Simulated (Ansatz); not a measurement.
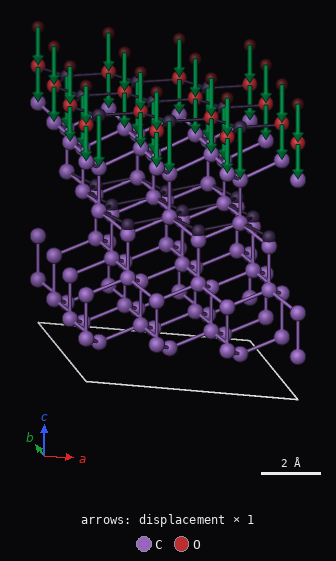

A constrained relaxation of a slab of composition C8O (cut from the Fd-3m phase). The starting structure is drawn faded, the final one solid; green arrows show the displacements, at their true length.

A ball-and-stick model of the 3 × 3 repeat of the cell, outlined in the plane, without the vacuum, seen slightly off an axis.

Case: O put at a top C site. The slab is the (1 1 1) face of C with O on it. 4 atoms are held fixed.

Method: DFT PBEsol, scalar-relativistic, plane waves, PAW (Ansatz 0.2.0).

Input
```yaml
crystal:
  lattice:
    - [2.5129226041, 0.0, 0.0]
    - [-1.2564613021, 2.1762548129, 0.0]
    - [0.0, 0.0, 25.6683263218]
  atoms:
    - { symbol: C, position: [0.3333333333, 0.6666666667, 0.3311474185] }
    - { symbol: C, position: [0.0, 0.0, 0.3511311203] }
    - { symbol: C, position: [0.0, 0.0, 0.4110822257] }
    - { symbol: C, position: [0.6666666667, 0.3333333333, 0.4310659274] }
    - { symbol: C, position: [0.6666666667, 0.3333333333, 0.504026835] }
    - { symbol: C, position: [0.3333333333, 0.6666666667, 0.5121084617] }
    - { symbol: C, position: [0.3333333333, 0.6666666667, 0.6426754034] }
    - { symbol: C, position: [0.0, 0.0, 0.6427605357] }
    - { symbol: O, position: [0.0, 0.0, 0.6980816339], spin: 2.0 }
basis:
  ecutwfc: 420
kpoints:
  mp_grid: { grid: [12, 12, 1] }
hamiltonian:
  xc: pbesol
scf:
  occupations: { method: gaussian, width: 0.05 }
output:
  forces: true
  eigenvalues: true
  populations: true
  write_density: true
  write_potential: true
  elf: true
  volumetric_format: npy
magnetization:
  spin_polarized: true
relax:
  adjacent_minimum: "off"
  f_tol: 0.03
  max_steps: 70
  constraints: [{ sites: [0, 1, 2, 3] }]
efield:
  axis: 3
  dipole_correction: true
  ramp_width: 0.04
```

Command:
```bash
ansatz run input.yaml --threads 2 --pin off --max-ram 5120MiB --backend cpu --events-out ev --progress --plain --runs-dir out
```

> Atoms of which element are displaced furthest, and by how much?

Carbon: up to 1.85 Å, against 1.37 Å for oxygen.

> What happened in the run?

C7 moves most: 1.85 Å along the normal (−c). By element the largest moves are C 1.85 Å, O 1.37 Å. The lattice vectors keep their values. Some distances before and after: C6–C7 3.351 → 1.523 Å, C4–C5 1.873 → 1.540 Å, C7–C8 1.451 → 1.571 Å, C8–O9 1.420 → 1.302 Å. New bonds form, among them: C4–C5 (1.87 → 1.54 Å), C6–C7 (3.35 → 1.52 Å). Bond angles that change, for instance: C7–C8–O9 90.1° → 112.5°, C8–C7–C8 120.0° → 106.3°, C6–C5–C6 118.0° → 109.2°. After 12 geometry steps the energy has fallen by 4.058 eV per cell of the calculation. The largest force component goes from 3.2 to 0.016 eV/Å. The program noted that the starting moments weren't kept. The run may lie on a higher electronic state than the lowest, so the end point isn't shown to be the ground-state structure. The run took 5.7 min on 2 threads of Intel(R) Xeon(R) Platinum 8259CL CPU @ 2.50GHz (Skylake/Cascade Lake), on a shared host, peak memory 0.59 GiB.

Limits of the set-up: the periodic images lie only 2.5 Å apart, so the values are limited by the cell's size.
